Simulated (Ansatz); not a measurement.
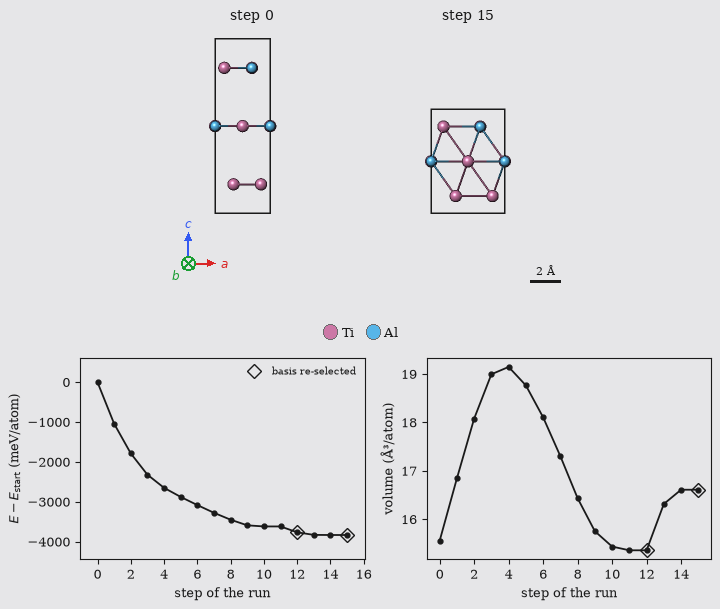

First and last geometry of a relaxation of crystalline Ti3Al (a generated structure, set up in R-3m) (coarse preliminary run), with the history of the run. A ball-and-stick model of the conventional cell (3 times the calculation's cell), seen along the b axis. Lengths and directions refer to the drawn axes.

Method: DFT PBE, scalar-relativistic, plane waves, PAW (Ansatz 0.2.0). Set-up: plane-wave cutoff 420 eV; k-point mesh 6 × 6 × 6; occupations gaussian; smearing width 0.1 eV; no spin polarisation; cell and atoms relaxed; force threshold 0.04 eV/Å; at most 70 steps.

Question: Did the run converge, and what did it change?

Answer: It converged. After 13 accepted moves (15 points after the start) the energy has fallen by 3831 meV per atom. All forces vanish by symmetry, so only the cell relaxes. The pressure goes from 77.90 to 0.06 GPa. The SCF was repeated twice at an unchanged geometry on a basis and grid sized afresh for the cell, which shifted the energy by 146 meV per atom at most. No atom moves by more than 0.005 Å relative to the cell. The drawn cell changes as follows: a = b 4.281 → 5.728 Å (+33.8 %), c 11.764 → 7.015 Å (−40.4 %); the volume changes by +6.8 %. Among the contacts that change: Ti–Ti 4.111 → 2.864 Å, Al–Ti 4.111 → 2.864 Å, Ti–Ti 2.140 → 2.864 Å, Al–Ti 2.140 → 2.864 Å. New bonds form: Al–Ti (4.11 → 2.86 Å), Ti–Ti (4.11 → 2.86 Å). The space group (tolerance 0.01 Å) goes from R-3m (No. 166) to Pm-3m (No. 221).

```csv
step,"E − E(0), meV/atom","pressure, GPa","volume, Å³/atom",note
0,0.00,77.90,15.557,
1,-1041.36,51.67,16.846,
2,-1784.87,31.89,18.080,
3,-2317.90,16.40,18.997,
4,-2647.61,7.04,19.148,
5,-2875.35,2.14,18.766,
6,-3079.65,-0.41,18.107,
7,-3273.53,-1.30,17.303,
8,-3446.93,-0.31,16.436,
9,-3587.47,-0.53,15.754,
10,-3615.55,-0.69,15.437,
11,-3615.81,0.08,15.360,
12,-3762.26,10.68,15.360,"same geometry, new basis"
13,-3827.29,2.11,16.317,
14,-3830.03,-0.01,16.611,
15,-3830.52,0.06,16.611,"same geometry, new basis"
```
